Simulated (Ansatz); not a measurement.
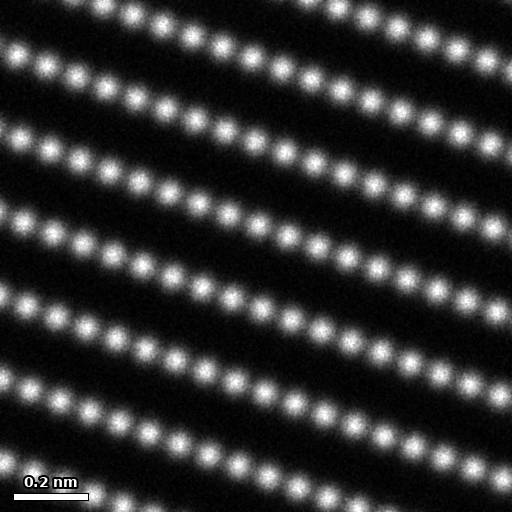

Z-contrast image of a crystal. Simulation: incoherent imaging, intensity Z^1.7 per atom, probe width 0.53 Å, thin sample. The probe carries 15 % of its weight in a tail 2.5 times as wide. Shot noise was added.

What two-dimensional lattice does the image show, and how large is its cell?

The pattern repeats on a rectangular net of 0.9 × 2.1 Å.

What is the plane group of the image?

p2mm: mirror lines in two perpendicular directions, with twofold points where they cross.

How many columns does the smallest repeating cell hold, and how many levels of brightness?

1 column in the primitive cell of 1.8 Å², all of one brightness.

The crystal is Ru (Im-3m, No. 229) seen along [211]. Model: the input geometry of a calculation; the starting structure was generated, so it need not be a known form of this composition.
